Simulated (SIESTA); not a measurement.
**Energy of CO₂ along an even scaling of the cell**

System: CO₂ (Cmce, 6 atoms in the cell).
Method: Kohn-Sham DFT of a periodic cell, LDA, PseudoDojo 0.4 standard, converted to PSML, no spin polarisation (SIESTA 5.4.2).

The 7 runs differ only in the geometry, by an even scaling of the cell at fixed fractional positions. The structure derives from a Materials Project entry.

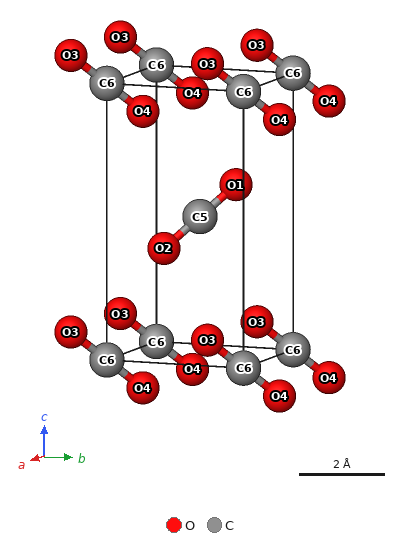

Figure 1. The structure of run 4 (ball-and-stick view of the cell of the calculation, seen slightly off an axis; atoms are numbered from 1 in the order of the input). An atom can appear more than once, as a periodic image.

## Input of run 4
```
SystemName                      CO2
SystemLabel                     CO2
NumberOfSpecies                 2
NumberOfAtoms                   6
%block ChemicalSpeciesLabel
  1   8 O
  2   6 C
%endblock ChemicalSpeciesLabel

LatticeConstant                 1.0 Ang
%block LatticeVectors
     2.6359112300    -2.3873781200     0.0000000000
     2.6359112300     2.3873781200     0.0000000000
     0.0000000000     0.0000000000     6.5871749100
%endblock LatticeVectors
AtomicCoordinatesFormat         Fractional
%block AtomicCoordinatesAndAtomicSpecies
     0.3065085700     0.6934914300     0.6081566100  1  O
     0.6934914300     0.3065085700     0.3918433900  1  O
     0.1934914300     0.8065085700     0.1081566100  1  O
     0.8065085700     0.1934914300     0.8918433900  1  O
     0.5000000000     0.5000000000     0.5000000000  2  C
     0.0000000000     0.0000000000     0.0000000000  2  C
%endblock AtomicCoordinatesAndAtomicSpecies

%block kgrid.MonkhorstPack
    6   0   0  0.0
    0   6   0  0.0
    0   0   3  0.0
%endblock kgrid.MonkhorstPack
XC.Functional                   LDA
XC.Authors                      PW92
PAO.BasisSize                   DZP
PAO.EnergyShift                 0.003 Ry
Mesh.Cutoff                     800 Ry
OccupationFunction              FD
ElectronicTemperature           0.05 eV
MaxSCFIterations                120
SCF.MustConverge                false
SCF.Mixer.Method                Pulay
SCF.Mixer.Weight                0.25
SCF.Mixer.History               8
SCF.DM.Tolerance                5.0e-05
SCF.H.Tolerance                 1.0e-03 eV
WriteForces                     true
Charge.Mulliken                 end
```

Command:
```bash
siesta CO2.fdf > CO2.out 2>&1
```

Run 5 differs from it as follows:
```diff
-     2.6359112300    -2.3873781200     0.0000000000
-     2.6359112300     2.3873781200     0.0000000000
-     0.0000000000     0.0000000000     6.5871749100
+     2.6533681045    -2.4031890319     0.0000000000
+     2.6533681045     2.4031890319     0.0000000000
+     0.0000000000     0.0000000000     6.6307998563
```

## Results, with one run withheld

```tsv
run	volume per atom (Å³)	free energy per atom, from the lowest run given (meV)	pressure (GPa)	gap on the mesh (eV)
1	12.988	43.00	12.93	7.28
2	13.265	23.78	9.41	7.20
3	13.541	10.37	6.20	7.12
4	13.818	2.24	3.28	7.05
5	14.094	?	?	?
6	14.370	0.00	−1.81	6.88
7	14.647	5.06	−4.01	6.79
```

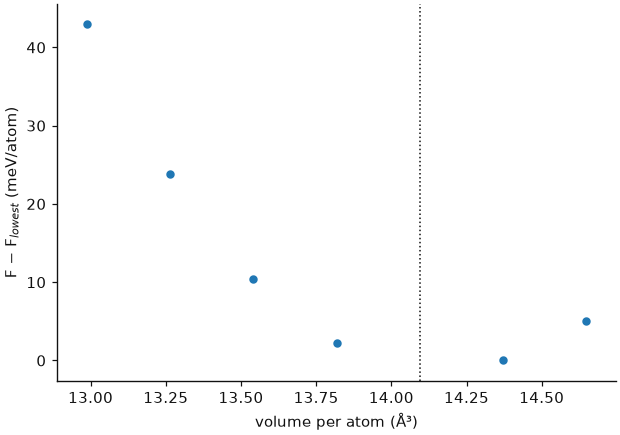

Figure 2. Free energy per atom of the runs given; the dotted line marks run 5.

Estimate the energy of run 5 from the others.

A cubic polynomial in V^(−2/3) (the Birch–Murnaghan form), fitted to the 6 runs given, misses them by at most 0.02 meV per atom. With x = V^(−2/3) − 0.17423 Å⁻², it reads F = 3.7655 + 2924.4 x + 4.2969e+05 x² − 3.4646e+05 x³ (meV per atom). At run 5 it gives −1.07 meV per atom, and the run itself gives −1.07. The slope of the fit gives a pressure −dF/dV of 0.61 GPa there, and the run prints 0.61 GPa. The fit has its minimum at 14.162 Å³ per atom, where V d²F/dV² gives 127 GPa. Cell shape and fractional positions are held, so this is the stiffness under even scaling; the relaxed bulk modulus wasn't computed and can be far lower in a crystal of layers, chains or molecules like this one. The gap on the mesh goes, without turning, from 7.28 eV in run 1 to 6.79 eV in run 7; run 5 has 6.96 eV. These are gaps of this functional on this mesh, which can miss the band edges; they aren't the measured gap.

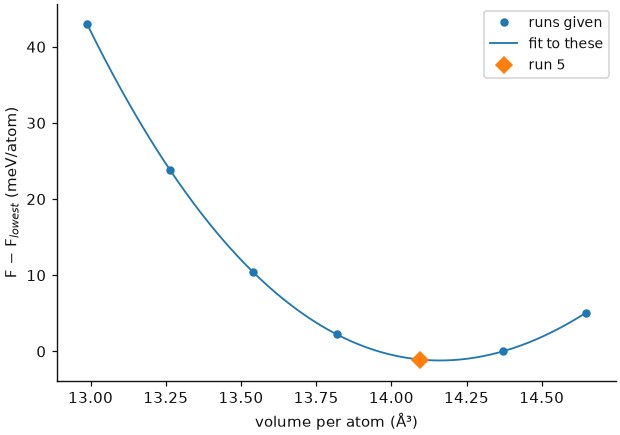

Figure 3. The fit and the withheld run.

## Some lines of the output (run 5)
```
[...]
outcell: Cell volume (Ang**3)        :     84.5632
stepf: Fermi-Dirac step function
siesta: Etot    =     -2117.607417
siesta: FreeEng =     -2117.607417
        iscf     Eharris(eV)        E_KS(eV)     FreeEng(eV)     dDmax    Ef(eV) dHmax(eV)
siesta: E_KS(eV) =            -2120.6294
siesta: E_KS - E_eggbox =     -2120.6294
siesta: Etot    =     -2120.629441
siesta: FreeEng =     -2120.629441
siesta:         Fermi =      -4.836314
siesta: Cell volume =         84.563189 Ang**3
    Orbital volume contribution        =           2.282266 eV
```

Notes: Points of doubt noted for this run: mulliken charges of long orbitals. With a small basis of atomic orbitals these values can differ much from converged plane-wave results.
